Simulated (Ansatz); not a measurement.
## Electronic structure of CoSi₂ in real space

```xyz
6
Lattice="0.0000 2.6096 -2.6096 0.0000 2.7503 2.7503 5.3599 0.0000 0.0000" Properties=species:S:1:pos:R:3 pbc="T T T"
Co    0.0000    0.0000    0.0000
Co    2.6799    2.6799    0.0703
Si    4.0199    1.3048   -1.3048
Si    1.3400    1.3751    1.3751
Si    1.3400    1.3048   -1.3048
Si    4.0199    1.3751    1.3751
```

Space group Immm; changed on purpose from its base cell (strain +0.0525 x Voigt [0, 0, 0, 1, 0, 0], atoms carried along); not relaxed (largest force 0.5 eV/Å); computed without spin polarisation.

Theory: DFT PBE, scalar-relativistic, plane waves, PAW (Ansatz).

In a PAW calculation such maps are meaningful between the atoms, not at the nuclei.

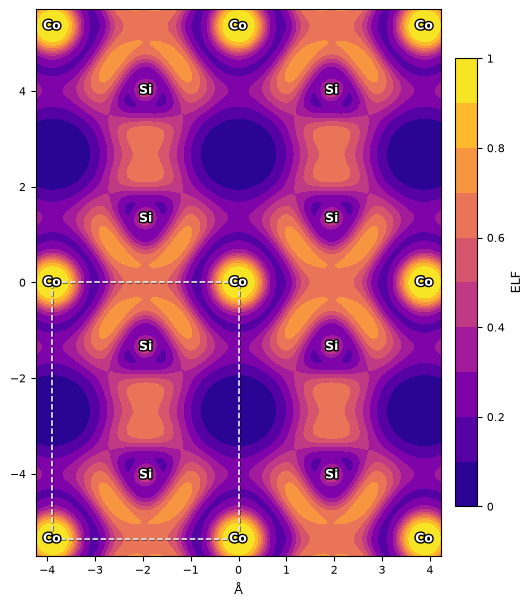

Figure 1. Electron localisation function on the (100) plane of the conventional cell.

> What does the map show?

- The plane passes through Co and Si nuclei.
- Co–Si (2.36 Å): the ELF peaks at about 0.75 in the valence shell of Si, 0.9 Å from its nucleus, and is about 0.50 at the midpoint.
- The features right at Co lie inside the PAW spheres, where the map follows smoothed inner orbitals and isn't to be read closely.

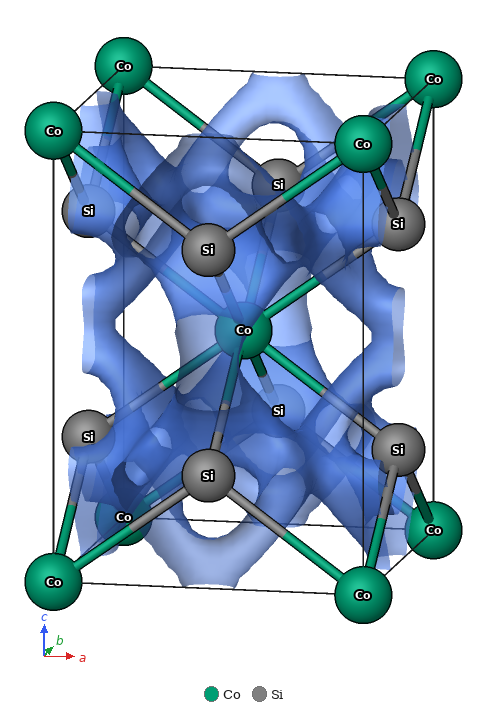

Figure 2. Isosurface of the ELF at 0.6 (blue), seen slightly off an axis. Only the valence region is drawn (cores and ρ < 0.01 e/Å³ removed). Sticks mark near contacts.

> Describe the localisation domains.

At this value the surface marks out one network that runs through the whole crystal, counted in one cell of 6 atoms. Regions shared between cells count once.


Co–Si (2.28 Å): the ELF peaks at about 0.75 in the valence shell of Si, 0.9 Å from its nucleus, and is about 0.50 at the midpoint.

> Does the calculation give a band gap?

It is metallic or semimetallic at this level of theory: no gap opens.
